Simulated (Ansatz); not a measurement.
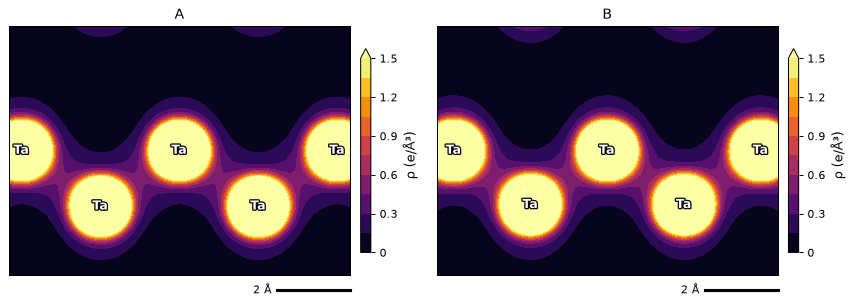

Ta. The valence pseudo-density of two cells that differ in size, on the (011̄) plane of each (indices in the axes of the calculation cell), at one length scale and on one colour scale: A has 29.0 Å³ an atom and B 26.7.

The calculation used DFT, revPBE, plane waves (420 eV) with PAW, scalar-relativistic in Ansatz 0.2.0.

What changes from the larger cell to the smaller?

Answer. From the larger cell to the smaller, Ta–Ta goes from 2.66 to 2.59 Å, and the density at its midpoint from 0.48 to 0.52 e/Å³.
